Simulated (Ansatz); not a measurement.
Consider Sc.

Input

```
crystal:
  lattice:
    - [2.8933704986, 0.0, 0.0]
    - [0.0, 2.8933704986, 0.0]
    - [0.0, 0.0, 2.8933704986]
  atoms:
    - { symbol: Sc, position: [0.0, 0.0, 0.0], spin: 0.596 }
hamiltonian:
  xc: pbe
  pseudopotentials:
    kind: paw
    azcp:
      Sc: "pseudopotentials/Sc.paw.azcp"
basis:
  ecutwfc: 420
  fft_grid_basis: typed
kpoints:
  mp_grid: { grid: [12, 12, 12], shift: [0, 0, 0] }
magnetization:
  spin_polarized: true
scf:
  occupations: { method: fermi_dirac, width: 0.05 }
  lower_state_search: "off"
output:
  stress: true
  write_density: true
  write_potential: true
  elf: true
  volumetric_format: npy
```

Command:

```sh
ansatz run input.yaml --threads 2 --pin off --max-ram 6144MiB --backend cpu --events-out ev --progress --plain --runs-dir out
```

Below, planes, directions and counts refer to the conventional cell (a = 2.89 Å, b = 2.89 Å, c = 2.89 Å, α = 90.00°, β = 90.00°, γ = 90.00°).

Space group Pm-3m; set up as Sc, simple cubic; a generated structure, not necessarily the stable one; changed on purpose from its base cell (volume × 0.92); computed pressure about 3 GPa in this cell; spin-polarised.

Level of theory: DFT, PBE, plane waves (420 eV) with PAW, scalar-relativistic in Ansatz.

Q: Predict the valence pseudo-density, electron localisation function and spin density between the atoms.

A: Sc–Sc (2.89 Å): the density is about 0.14 e/Å³ at the midpoint; the ELF is about 0.15 at the midpoint: no shared electron pair shows on this line.
The spin density sits on Sc: +0.6 μB in one cell of 1 atoms: parallel main moments, as they must be, since the calculation's own cell holds one magnetic site. The cell of the calculation (1 atoms) carries 0.9 μB of net spin moment.

Q: Does the calculation give a band gap?

A: It is gapless in this calculation (a metal or semimetal).

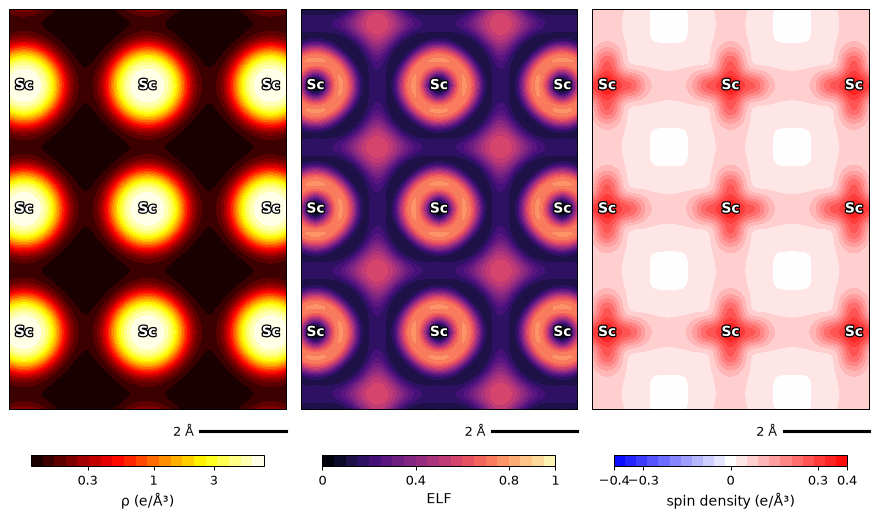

Computed valence pseudo-density, electron localisation function and spin density on the (010) plane of the conventional cell, in this order. 

The density is the valence pseudo-density of a PAW calculation; it isn't the true density close to the nuclei.
